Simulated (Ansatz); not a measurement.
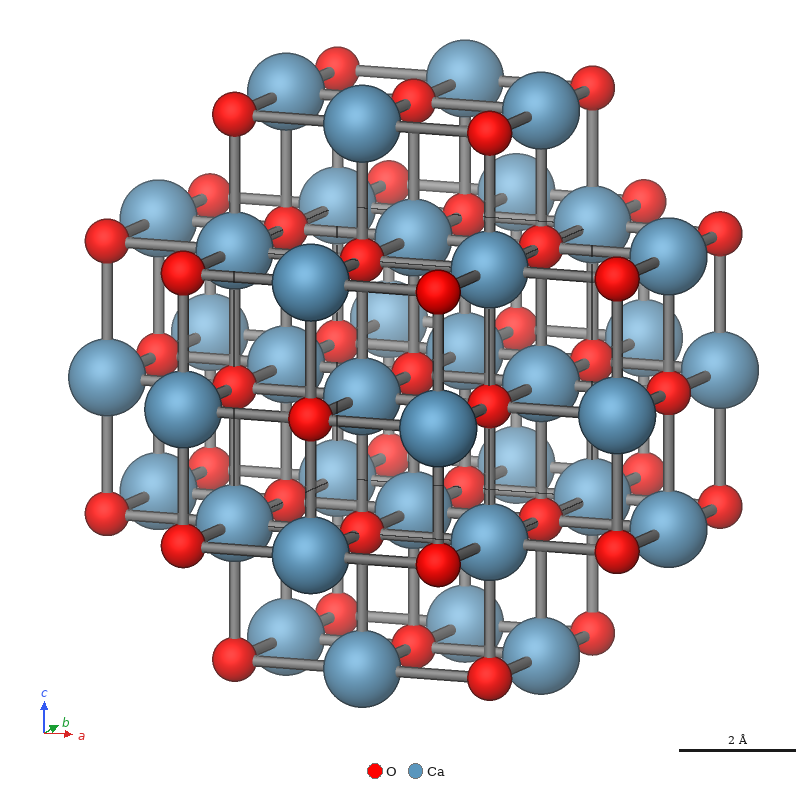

We look at a ball-and-stick model of the crystal slightly off an axis. The outline marks the drawn cell (a repeat of the simulation cell). The bonded neighbours beyond the faces are included.

CaO, a = 4.795 Å, b = 4.795 Å, c = 4.795 Å, α = 90.00°, β = 90.00°, γ = 91.15°. Strictly the space group is Immm (No. 71, within 0.01 Å). It is a distorted form of a face-centred cubic structure, space group Fm-3m (No. 225) within 0.25 Å: rock salt (NaCl type). It derives from a structure type filled with these elements by a generator (whether the compound takes this form wasn't checked). The cell was then strained or its atoms displaced on purpose. Ansatz was used for an electronic-structure calculation on it.

This one geometry was computed with Ansatz (DFT, plane waves, PAW) at three levels of theory: HSE06, PBE and r2SCAN. It was relaxed with r2SCAN and then strained.

Which level gives the highest pressure at this volume, and what does that say about its equilibrium volume?

Answer. Highest: PBE (2.5 GPa), which points to the largest equilibrium volume. Lowest, with the smallest volume: HSE06 (0.2 GPa) and r2SCAN (0.0 GPa). Levels within 0.5 GPa of each other can't be told apart.

How does the band gap change with the level of theory?

Answer. PBE: a gap of 3.62 eV, indirect; r2SCAN: a gap of 4.16 eV, indirect; HSE06: a gap of 5.27 eV, indirect.

Collect the results in a table.

Answer.
| level | cutoff (eV) | k-mesh of the run's cell | gap (eV) | pressure (GPa) |
| --- | --- | --- | --- | --- |
| HSE06 | 420 | 6×6×6 | 5.27 | 0.2 |
| PBE | 420 | 10×10×10 | 3.62 | 2.5 |
| r2SCAN | 500 | 10×10×10 | 4.16 | 0.0 |

Gaps are taken on the k-mesh or band path of each run.
